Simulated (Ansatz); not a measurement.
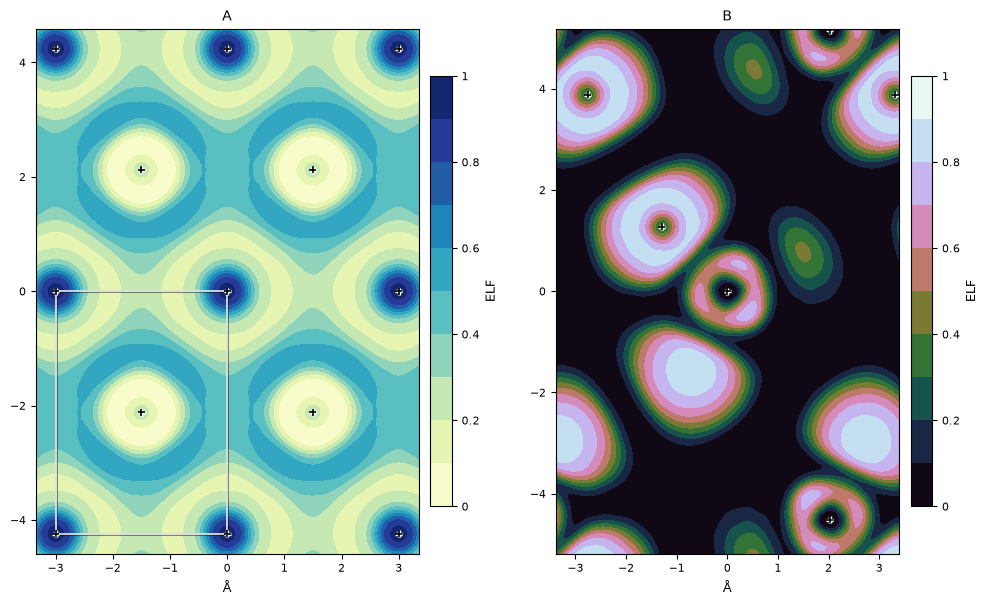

The ELF of 2 systems, each on a plane through atoms (crosses mark nuclei in the plane).

Computed with Ansatz, Kohn-Sham DFT of a periodic cell, PBEsol, Ansatz PAW.

System 1: TiO2, the (110) plane of the conventional cell. Space group P3₁21; a structure from a database of computed crystals, not necessarily the ambient phase.

```yaml
crystal:
  lattice:
    - [5.58222, 0.00000, 0.00000]
    - [-2.79111, 4.83435, 0.00000]
    - [0.00000, 0.00000, 6.08247]
  atoms:
    - { symbol: Ti, position: [0.46694, 0.00000, 0.33333] }
    - { symbol: Ti, position: [0.00000, 0.46694, 0.66667] }
    - { symbol: Ti, position: [0.53306, 0.53306, 0.00000] }
    - { symbol: O, position: [0.58107, 0.85143, 0.12066] }
    - { symbol: O, position: [0.72963, 0.14857, 0.54600] }
    - { symbol: O, position: [0.27037, 0.41893, 0.78733] }
    - { symbol: O, position: [0.85143, 0.58107, 0.87934] }
    - { symbol: O, position: [0.14857, 0.72963, 0.45400] }
    - { symbol: O, position: [0.41893, 0.27037, 0.21267] }
```

System 2: AlCu, the (11̄0) plane of the conventional cell. Space group Pm-3m; a structure from a database of computed crystals, not necessarily the ambient phase.

```cif
data_structure
_symmetry_space_group_name_H-M 'P 1'
_symmetry_Int_Tables_number 1
_cell_length_a 2.9975
_cell_length_b 2.9975
_cell_length_c 2.9975
_cell_angle_alpha 90.000
_cell_angle_beta 90.000
_cell_angle_gamma 90.000
_cell_volume 26.93
loop_
_atom_site_label
_atom_site_type_symbol
_atom_site_fract_x
_atom_site_fract_y
_atom_site_fract_z
_atom_site_occupancy
Cu1 Cu 0.50000 0.50000 0.50000 1
Al1 Al 0.00000 0.00000 0.00000 1
```

Q: Match each panel to its system.

A: Panel A is system 2, AlCu: the plane holds Cu and Al. Al–Cu (2.60 Å): the ELF is about 0.45 at the midpoint. Panel B is system 1, TiO2: the plane holds Ti and O. Ti–O (1.82 Å): the ELF peaks at about 0.80 in the valence shell of O, 0.6 Å from its nucleus, and is about 0.25 at the midpoint: no localised pair shows between them.
